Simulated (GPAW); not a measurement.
# Collinear magnetic orders of zigzag Cr chain, bond 2.826 A with GPAW, part 2 of 2

Wanted: the moments of zigzag Cr chain, bond 2.826 A and the energy of each order that was tried.

GPAW 26.7.0; LDA; plane waves with GPAW's PAW setups, scalar-relativistic.

So far, largest spin moment in the augmentation sphere (μB): step 2 (run 1 (ferro ++)) 3.93; step 3 (antiferromagnetic, start moments [2.5, -2.5] μB) 3.79.

## Step 4: Order 3, typed as antiferro q=(0,0,1/2) +-+- (continued)

Spin moment in the augmentation sphere by atom:

| atom | spin moment in the augmentation sphere (μB) |
| --- | --- |
| Cr1 | 3.83 |
| Cr2 | -3.83 |
| Cr3 | 3.83 |
| Cr4 | -3.83 |

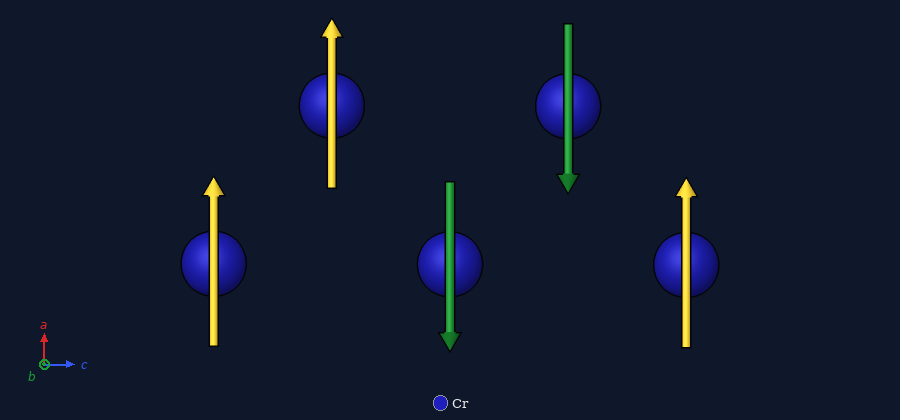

Spin moment in the augmentation sphere as arrows, the longest 3.83 μB. Up and down stand for the sign. Arrows give size and sign along the axis of quantisation, drawn up and down the page. The two directions have two colours. Some periodic images of atoms are drawn too.

Read from the output:

```yaml
magnetization: 0 μB
final_state: antiferromagnetic
```

It lies 196 meV a seeded atom under the first start, and its largest moment is 3.83 μB against 3.93 μB.

## Step 5: Start 4: no spin polarisation

A run without seeds gives the energy of the state without moments.

Input file nospin.py:

```python
import json
import numpy as np
from ase import Atoms
from ase.parallel import paropen, parprint
from gpaw import GPAW

atoms = Atoms(['Cr', 'Cr'],
    cell=[[12.0, 0.0, 0.0],
         [0.0, 12.0, 0.0],
         [0.0, 0.0, 3.3912]],
    scaled_positions=[[0.4058, 0.5, 0.0],
         [0.5942, 0.5, 0.5]],
    pbc=True)
atoms.calc = GPAW(mode={'name': 'pw', 'ecut': 550},
    xc='LDA',
    kpts={'size': (1, 1, 8), 'gamma': True},
    occupations={'name': 'fermi-dirac', 'width': 0.005},
    convergence={'density': 1e-05, 'energy': 1e-05},
    maxiter=200,
    mixer={'name': 'pulay', 'beta': 0.1, 'nmaxold': 5, 'weight': 50},
    symmetry={'tolerance': 1e-4},
    txt='nospin.txt')
e = atoms.get_potential_energy(force_consistent=True)
res = {'free_energy': e, 'energy_sigma0': atoms.get_potential_energy(), 'fermi_energy': atoms.calc.get_fermi_level()}
parprint(f'free energy: {e:.6f} eV')
atoms.calc.write('nospin.gpw')
with paropen('results.json', 'w') as f:
    json.dump(res, f)
```

Started as:

```bash
$ OMP_NUM_THREADS=1 python3 nospin.py > nospin.log
```

Output:

```text
free energy: -8.647831 eV

--- nospin.txt ---
Input parameters:
  mode=PW(ecut=550),
  convergence={'density': 1e-05, 'energy': 1e-05},
  kpts=MonkhorstPack(size=(1, 1, 8), gamma=True),
  maxiter=200,
  mixer=Pulay(name='pulay', nmaxold=5, beta=0.1, weight=50, sigma=0.015, g_ss=None),
  occupations=Occupations(name='fermi-dirac', width=0.005),
  symmetry=Symmetry(tolerance=0.0001),
  xc=XC(name='LDA')

[...]
|          3 |        -3.679 |     2.000 |
|          4 |        -3.665 |     2.000 |
[...]
|          8 |        -3.143 |     0.000 |
|          9 |        -3.139 |     0.000 |
|         10 |        -2.853 |     0.000 |
|         11 |        -1.735 |     0.000 |

Gap: 0.009 eV
Transition (v -> c):
  (s=0, k=4, n=5, [0.00, 0.00, 0.50]) -> (s=0, k=2, n=6, [0.00, 0.00, 0.25])
Direct/indirect transitions are different
Direct gap: 0.044 eV
Transition at: (s=0, k=0, n=5, [0.00, 0.00, 0.00])


[key lines of the parts left out:]
Free energy:      -8.647831
Converged in 40 steps
dipole moment: (0.000132, 0.000133, -8.202047)  # |e|*Ang
Fermi level: -3.190
```

It took 36 s on 1 MPI rank of Intel Xeon Platinum 8375C at 2.90GHz (Ice Lake), shared host; peak memory 0.24 GiB.

This step gave:

```
final state : non-magnetic (no spin polarisation)
```

It lies 1994 meV a seeded atom over the first start.

## Step 6: Another try

A slip in the input shows what the program catches and what it lets pass.

Input file run.py:

```python
import json
import numpy as np
from ase import Atoms
from ase.parallel import paropen, parprint
from gpaw import GPAW

atoms = Atoms(['Cr', 'Cr'],
    cell=[[12.0, 0.0, 0.0],
         [0.0, 12.0, 0.0],
         [0.0, 0.0, 3.3912]],
    scaled_positions=[[0.4058, 0.5, 0.0],
         [0.5942, 0.5, 0.5]],
    pbc=True,
    magmoms=[2.5, 2.5])
atoms.calc = GPAW(mode={'name': 'pw', 'ecut': 550},
    xc='LDA',
    kpts={'size': (0, 1, 8), 'gamma': True},
    occupations={'name': 'fermi-dirac', 'width': 0.005},
    convergence={'density': 1e-05, 'energy': 1e-05},
    maxiter=100,
    mixer={'name': 'pulay', 'beta': 0.1, 'nmaxold': 5, 'weight': 50},
    symmetry={'tolerance': 1e-4},
    txt='run.txt')
e = atoms.get_potential_energy(force_consistent=True)
res = {'free_energy': e, 'energy_sigma0': atoms.get_potential_energy(), 'fermi_energy': atoms.calc.get_fermi_level()}
res['moments'] = atoms.get_magnetic_moments().tolist()
res['total'] = atoms.get_magnetic_moment()
parprint('site moments (muB):', np.round(res['moments'], 3))
parprint(f"total moment: {res['total']:.3f} muB")
parprint(f'free energy: {e:.6f} eV')
atoms.calc.write('run.gpw')
with paropen('results.json', 'w') as f:
    json.dump(res, f)
```

Started as:

```bash
$ OMP_NUM_THREADS=1 python3 run.py > run.log
```

Output:

```text
ZeroDivisionError: float division by zero

--- run.txt ---
Input parameters:
  mode=PW(ecut=550),
  convergence={'density': 1e-05, 'energy': 1e-05},
  kpts=MonkhorstPack(size=(0, 1, 8), gamma=True),
  maxiter=100,
  mixer=Pulay(name='pulay', nmaxold=5, beta=0.1, weight=50, sigma=0.015, g_ss=None),
  occupations=Occupations(name='fermi-dirac', width=0.005),
  symmetry=Symmetry(tolerance=0.0001),
  xc=XC(name='LDA')
```

It took 1.4 s on 1 MPI rank; peak memory 0.11 GiB.

The program refused the input before any cycle.

The program's message: “ZeroDivisionError: float division by zero”

The fault put into the input: a mesh with a zero.

Each count of the mesh must be at least 1.

## Step 7: The states side by side

These are free energies at a smearing of 0.005 eV, so its entropy term is in the differences. They are divided by the number of seeded atoms, so that cells of unlike size compare. Wavevectors q in the names are fractions of the reciprocal vectors of the first run's cell.

Orders:

| start | final state | typed order kept | energy over the lowest (meV a seeded atom) | largest site moment (μB) | net moment (μB a primitive cell) | mesh matched | CPU time (s) |
| --- | --- | --- | --- | --- | --- | --- | --- |
| ferro ++ | ferromagnetic | yes | 317.2 | 3.929 | 10.25 | yes | 73.67 |
| antiferro +- | antiferromagnetic | yes | 0 | 3.787 | 0 | yes | 59.29 |
| antiferro q=(0,0,1/2) +-+- | antiferromagnetic | yes | 121.4 | 3.83 | 0 | yes | 178 |
| no spin polarisation | non-magnetic | - | 2311 | 0 | 0 | yes | 35.45 |

## Step 8: Summary of results

```yaml
lowest_state_found: antiferromagnetic (typed antiferro +-)
largest_site_moment: 3.79 μB
next_state: antiferromagnetic, 121 meV a seeded atom higher
energy_gained_by_spin_polarisation: 2311 meV a seeded atom
```

The lowest state found is antiferromagnetic, reached from the start antiferro +-, with moments up to 3.79 μB. The next state costs 121 meV a seeded atom. Only 4 starts are shown; other collinear patterns, canted and longer-period orders are not.

[Logs and program files are shortened in this print: banners, set-up blocks, solver, clock and traceback lines can be left out without a mark of their own.]

[Logs are printed without paths, hosts, clocks, repeated set-up lines and the standing remarks that a program may print on its own settings, such as how far it seeks lower states.]

[Hosts, paths, dates, database ids (printed as entryN), source tags and the programs' standing remarks are cut or masked in the printed files.]

[Where a cell is said to come from a database of computed structures, the database is the Materials Project.]
